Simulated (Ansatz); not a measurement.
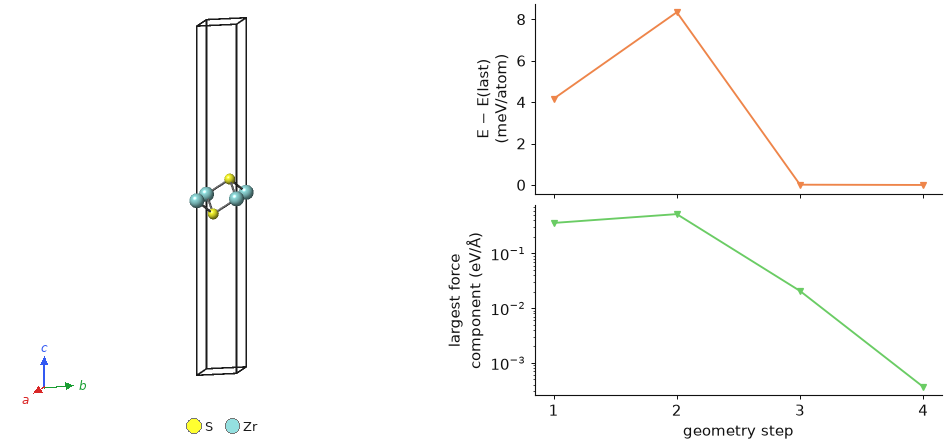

Beside the plot: the structure at the start.

History of a geometry optimisation. The run: ZrS$_{2}$ (slab, 3 atoms in the cell; biaxial strain +0.020, atoms relaxed), by Ansatz 0.2.0, DFT PBE+D3(BJ), scalar-relativistic, plane waves, PAW; cutoff 420 eV, 9×9×1 k-mesh, Gaussian smearing of 0.02 eV. Only the atoms move.

The optimisation met its thresholds at geometry 4, counting the start as the first. The energy fell by about 4.2 meV/atom from the first step to the last. Step 2 went uphill and was rejected by the line search. The largest force component goes from about 0.36 eV/Å at the start to 4 × 10⁻⁴ eV/Å at the end.
